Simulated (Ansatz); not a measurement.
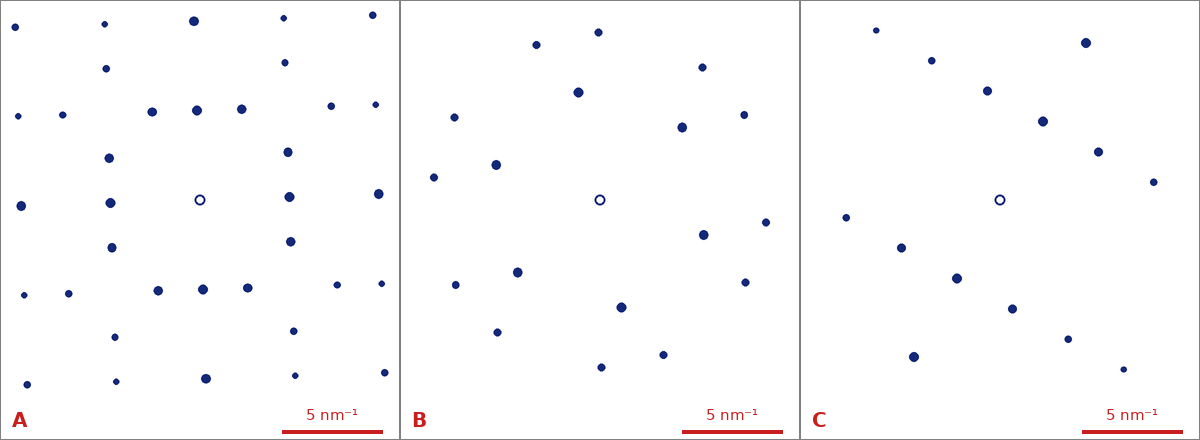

Kinematic zone-axis patterns, calculated for 200 keV electrons with B = 0.5 Å².

All three come from Cu, space group Pm-3n (No. 223), a = 4.47 Å. Structure: the end point of a relaxation with DFT, LDA (PW92), plane waves (420 eV) with PAW, scalar-relativistic (Ansatz); the starting structure was generated, so it need not be a known form of this composition.

Assign the zone axes [001], [110], [111] to A, B and C.

Answer. A is [001]: square net of 1 0 0 (itself extinct) at d = 4.47 Å and 0 1 0 (itself extinct) at d = 4.47 Å, at 90.0°. B is [111]: hexagonal net of -1 0 1 (itself too weak to see) at d = 3.16 Å and 0 -1 1 (itself too weak to see) at d = 3.16 Å, at 60.0°. C is [110]: rectangular net of 1 -1 0 (itself too weak to see) at d = 3.16 Å and 0 0 2 at d = 2.24 Å, at 90.0°.
